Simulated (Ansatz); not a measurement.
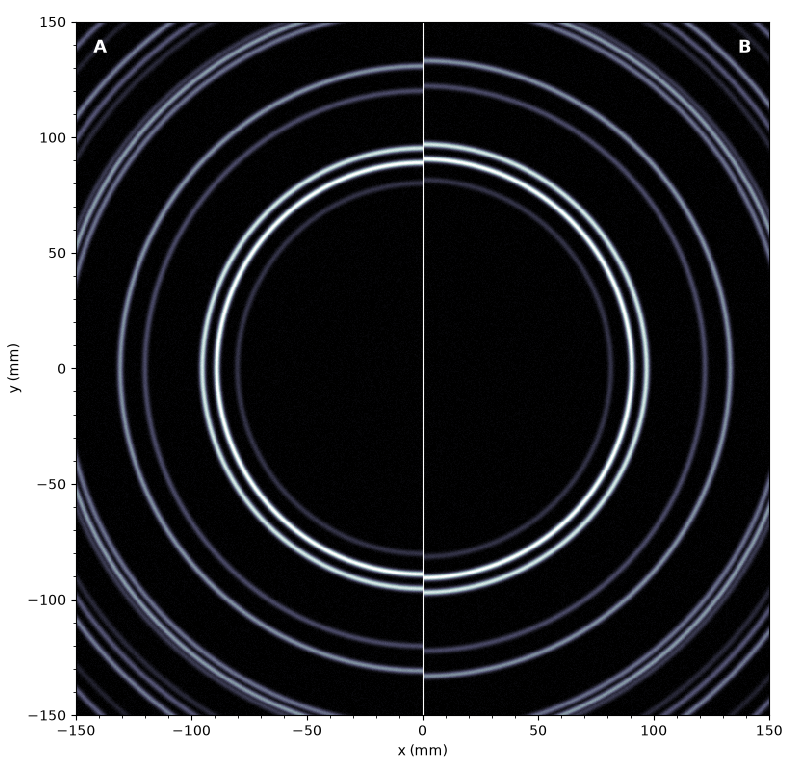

Simulated X-ray powder rings on a flat area detector normal to the beam: λ = 0.2066 Å, sample-to-detector distance 1020 mm, axes in mm from the beam centre, for a fine-grained powder without texture. Kinematic intensities with B = 0.5 Å² for all atoms, without absorption; brightness goes as intensity to the power 0.5, clipped at the top, with counting noise. Reflections closer than the ring width show as one ring. The left and right halves show two different samples, each scaled to its strongest ring.

Both are W in P6/mmm, with cells of different size. Origins: A, the end point of a relaxation with DFT, BLYP, plane waves (420 eV) with PAW, scalar-relativistic (Ansatz 0.2.0); the starting structure was generated, so it need not be a known form of this composition; B, the geometry relaxed with DFT, r2SCAN, plane waves (500 eV) with PAW, scalar-relativistic (Ansatz); the starting structure was generated, so it need not be a known form of this composition.

Which half has the larger cell, and by how much?

Answer. Half A: the volume of B is 5.0 % smaller than that of A, and a larger cell draws the rings inwards on average.
A: a = 4.748 Å, b = 4.748 Å, c = 2.636 Å, α = 90.00°, β = 90.00°, γ = 120.00°; 001 at 80.1 mm (d = 2.64 Å), 110 at 89.0 mm (d = 2.37 Å), 101 at 95.3 mm (d = 2.22 Å), 111 at 120.1 mm (d = 1.764 Å).
B: a = 4.666 Å, b = 4.666 Å, c = 2.592 Å, α = 90.00°, β = 90.00°, γ = 120.00°; 001 at 81.5 mm (d = 2.59 Å), 110 at 90.6 mm (d = 2.33 Å), 101 at 96.9 mm (d = 2.18 Å), 111 at 122.2 mm (d = 1.734 Å).
